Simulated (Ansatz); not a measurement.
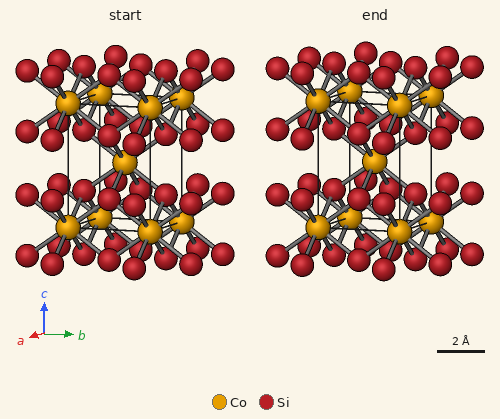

The structure of a crystal of CoSi₂ (set up in Immm) before (left) and after (right) a relaxation, at one scale.

The picture is a ball-and-stick view of the cell of the calculation, seen slightly off an axis.

Case: uniaxial strain along a of -4.5 %; b, c and atoms relaxed.

Computed with DFT PBEsol, scalar-relativistic, plane waves, PAW in Ansatz. Settings: plane-wave cutoff 420 eV; k-point mesh 10 × 10 × 8; occupations gaussian; smearing width 0.1 eV; no spin polarisation; cell relaxed at fixed a, angles; force threshold 0.008 eV/Å; at most 40 steps.

Describe what moved and what it gained.

The energy falls by 4.2 meV per atom in 5 accepted moves (7 points after the start). The largest force component goes from 0.25 to 0.00015 eV/Å. Pressure: 4.99 GPa at the start and 2.43 GPa at the end. At 2 points the geometry stayed and the basis and grid were re-selected for the new cell (energy shift of 0.1 meV per atom at most each time). The largest moves relative to the cell, 0.018 Å, are those of Si atoms. Co stays in place. The volume changes by +1.2 %, with a unchanged at 3.587 Å, b 3.799 → 3.777 Å (−0.6 %), c 5.372 → 5.468 Å (+1.8 %). Near-neighbour distances that change, for instance: Co–Si 2.258 → 2.284 Å, Co–Si 2.310 → 2.304 Å. The space group stays Immm (No. 71). The run took of the order of 70 core-seconds on a shared host.
